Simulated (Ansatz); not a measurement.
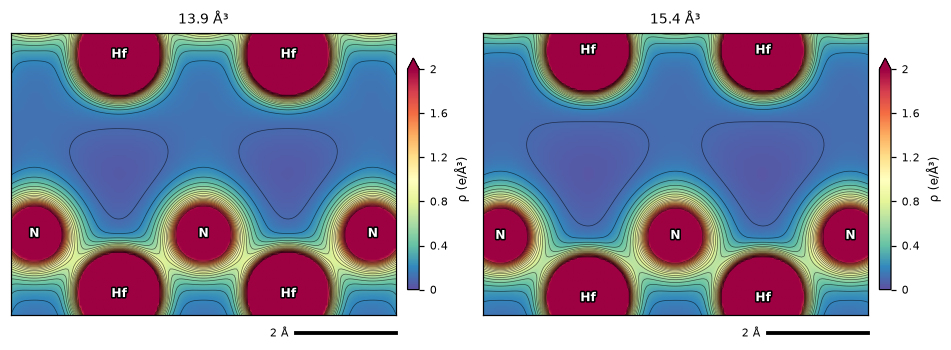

HfN. The valence electron density of cells scaled evenly to different volumes (given per atom above each panel), on the (011̄) plane of each (indices in the axes of the cell below), at one length scale and on one colour scale.

A structure from a database of computed crystals, not necessarily the ambient phase.

All numbers below come from Ansatz 0.2.0, Kohn-Sham DFT of a periodic cell, PBEsol, Ansatz PAW.

The largest cell:

```
CELL_PARAMETERS angstrom
0.00000 2.48713 2.48713
2.48713 0.00000 2.48713
2.48713 2.48713 0.00000
ATOMIC_POSITIONS crystal
Hf 0.00000 0.00000 0.00000
N 0.25000 0.25000 0.25000
```

| volume (Å³/atom) | Hf–N contact in the plane (Å) | ρ at its midpoint (e/Å³) | pressure (GPa) | 
| --- | --- | --- | --- |
| 13.91 | 2.083 | 0.826 | 7.7 | 
| 14.20 | 2.097 | ? | ? | 
| 15.38 | 2.154 | 0.696 | −11.6 | 

Q: Estimate the missing row, and compare with the calculation.

A: Over the known rows ln ρ falls by 2.41 per Å of Hf–N distance (the line through the two), which gives 0.799 e/Å³ at 2.097 Å; the calculation gives 0.797 e/Å³. For the pressure, a straight line in volume between the neighbouring rows gives 3.9 GPa; the calculation gives 3.0, lower because pressure rises ever faster on compression.
